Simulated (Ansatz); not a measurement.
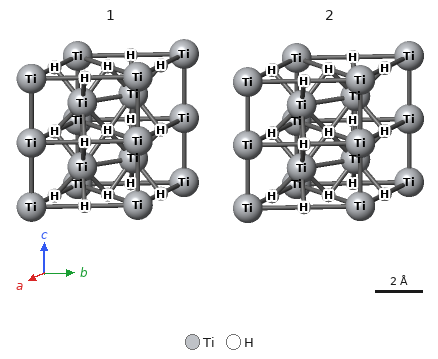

Two geometries of solid TiH (set up in P6/mmm) (coarse preliminary run), drawn at one scale. One is the start of a relaxation, the other its converged end. A ball-and-stick model of the cell of the calculation, repeated 1 × 1 × 2 with one cell outlined, seen from a free direction.

All numbers below come from Ansatz, DFT r2SCAN, scalar-relativistic, plane waves, PAW. Settings: plane-wave cutoff 500 eV; k-point mesh 6 × 6 × 6; occupations gaussian; smearing width 0.1 eV; no spin polarisation; cell and atoms relaxed; force threshold 0.0325 eV/Å; at most 70 steps.

Q: Which one is relaxed?

A: Structure 2 is the relaxed one. Case: 3 H put on empty site 1 of 1 host cells, relaxed. No atom moves by more than 0.005 Å relative to the cell. The drawn cell changes as follows: a = b 4.568 → 4.828 Å (+5.7 %), c 2.824 → 2.780 Å (−1.6 %); the volume changes by +10.0 %. Near-neighbour distances that change, for instance: Ti–Ti 2.637 → 2.788 Å, H–Ti 2.284 → 2.414 Å, Ti–Ti 2.991 → 3.115 Å, Ti–Ti 2.824 → 2.780 Å. Among the angles between lasting bonds that change: Ti–H–Ti 86.1° → 90.2°, Ti–H–Ti 93.9° → 89.8°. The space group stays P6/mmm (No. 191). The energy falls by 53.6 meV per atom in 3 accepted moves (4 points after the start). All forces vanish by symmetry, so only the cell relaxes. The pressure goes from 15.14 to 0.03 GPa. At 1 point the geometry stayed and the basis and grid were re-selected for the new cell (energy shift of 0.8 meV per atom at most each time). The run took 15 s on 2 threads of Arm Neoverse V2, on a shared host, peak memory 0.49 GiB.

Limits of the set-up: the k-point mesh is coarse for a cell with partly filled bands.
